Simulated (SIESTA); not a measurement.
## ZrS2: 7 runs along one coordinate

System: ZrS2 (P-3m1, 3 atoms in the cell).
Method: Kohn-Sham DFT of a periodic cell, PBE, PseudoDojo 0.4 standard, converted to PSML, no spin polarisation (SIESTA 5.4.2).

The 7 runs differ only in the geometry, by an even scaling of the cell at fixed fractional positions. The structure derives from a Materials Project entry.

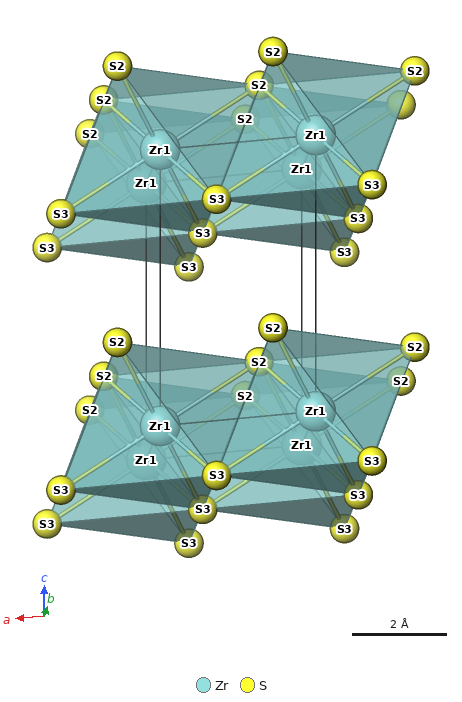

Figure 1. The structure of run 4 (polyhedral view of the cell of the calculation, seen at an oblique angle; polyhedra are completed across the faces of the cell; atoms are numbered from 1 in the order of the input).

**Input of run 4**
```
SystemName                      ZrS2
SystemLabel                     ZrS2
NumberOfSpecies                 2
NumberOfAtoms                   3
%block ChemicalSpeciesLabel
  1  40 Zr
  2  16 S
%endblock ChemicalSpeciesLabel

LatticeConstant                 1.0 Ang
%block LatticeVectors
     3.6913825498     0.0000000000     0.0000000000
    -1.8456912749     3.1968310632     0.0000000000
     0.0000000000     0.0000000000     6.0410770100
%endblock LatticeVectors
AtomicCoordinatesFormat         Fractional
%block AtomicCoordinatesAndAtomicSpecies
     0.0000000000     0.0000000000     0.0000000000  1  Zr
     0.3333333333     0.6666666667     0.2379099700  2  S
     0.6666666667     0.3333333333     0.7620900300  2  S
%endblock AtomicCoordinatesAndAtomicSpecies

%block kgrid.MonkhorstPack
    8   0   0  0.0
    0   8   0  0.0
    0   0   5  0.0
%endblock kgrid.MonkhorstPack
XC.Functional                   GGA
XC.Authors                      PBE
PAO.BasisSize                   SZ
PAO.EnergyShift                 0.002 Ry
Mesh.Cutoff                     800 Ry
OccupationFunction              FD
ElectronicTemperature           0.05 eV
MaxSCFIterations                120
SCF.MustConverge                false
SCF.Mixer.Method                Pulay
SCF.Mixer.Weight                0.25
SCF.Mixer.History               8
SCF.DM.Tolerance                5.0e-05
SCF.H.Tolerance                 1.0e-03 eV
WriteForces                     true
Charge.Mulliken                 end
```

Command:
```bash
siesta ZrS2.fdf > ZrS2.out 2>&1
```

Run 2 differs from it as follows:
```diff
-     3.6913825498     0.0000000000     0.0000000000
-    -1.8456912749     3.1968310632     0.0000000000
-     0.0000000000     0.0000000000     6.0410770100
+     3.6414928861     0.0000000000     0.0000000000
+    -1.8207464431     3.1536253471     0.0000000000
+     0.0000000000     0.0000000000     5.9594308256
```

**Results, with one run withheld**

| run | volume per atom (Å³) | free energy per atom, from the lowest run given (meV) | pressure (GPa) | gap on the mesh (eV) |
| --- | --- | --- | --- | --- |
| 1 | 22.337 | 71.05 | 10.72 | 0.87 |
| 2 | 22.813 | ? | ? | ? |
| 3 | 23.288 | 22.99 | 5.67 | 0.86 |
| 4 | 23.763 | 9.43 | 3.52 | 0.86 |
| 5 | 24.238 | 1.96 | 1.56 | 0.85 |
| 6 | 24.714 | 0.00 | −0.19 | 0.84 |
| 7 | 25.189 | 2.95 | −1.77 | 0.83 |

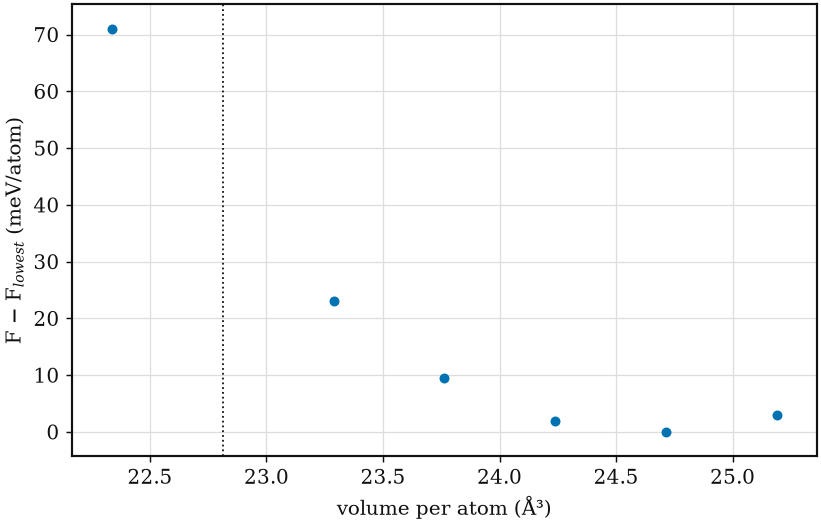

Figure 2. Free energy per atom of the runs given; the dotted line marks run 2.

Fit the runs given and predict run 2.

A cubic polynomial in V^(−2/3) (the Birch–Murnaghan form), fitted to the 6 runs given, misses them by at most 0.02 meV per atom. With x = V^(−2/3) − 0.12055 Å⁻², it reads F = 6.8394 + 5494.6 x + 1.0985e+06 x² + 1.257e+06 x³ (meV per atom). At run 2 it gives 43.25 meV per atom, and the run itself gives 43.27. The slope of the fit gives a pressure −dF/dV of 8.05 GPa there, and the run prints 8.06 GPa. The fit has its minimum at 24.658 Å³ per atom, where V d²F/dV² gives 87.6 GPa. Cell shape and fractional positions are held, so this is the stiffness under even scaling; the relaxed bulk modulus wasn't computed and can be far lower in a crystal of layers, chains or molecules like this one. The gap on the mesh goes, without turning, from 0.87 eV in run 1 to 0.83 eV in run 7; run 2 has 0.87 eV. These are gaps of this functional on this mesh, which can miss the band edges; they aren't the measured gap.

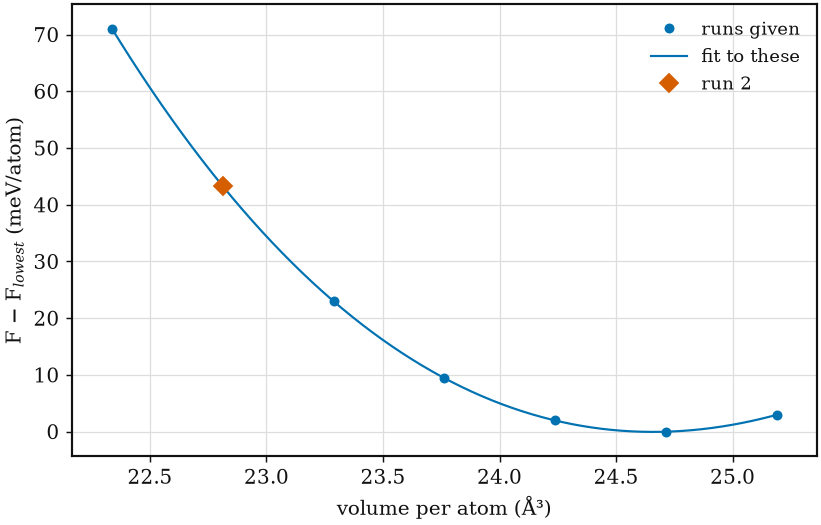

Figure 3. The fit and the withheld run.

**Some lines of the output (run 2)**
```
[...]
outcell: Cell volume (Ang**3)        :     68.4375
stepf: Fermi-Dirac step function
siesta: Etot    =     -1976.168272
siesta: FreeEng =     -1976.168272
        iscf     Eharris(eV)        E_KS(eV)     FreeEng(eV)     dDmax    Ef(eV) dHmax(eV)
siesta: E_KS(eV) =            -1979.6312
siesta: E_KS - E_eggbox =     -1979.6312
siesta: Etot    =     -1979.631175
siesta: FreeEng =     -1979.631184
siesta:         Fermi =      -5.794480
siesta: Cell volume =         68.437533 Ang**3
    Orbital volume contribution        =           1.777504 eV
```

Notes: Points of doubt noted for this run: basis without polarisation orbitals; mulliken charges of long orbitals. With a small basis of atomic orbitals these values can differ much from converged plane-wave results.
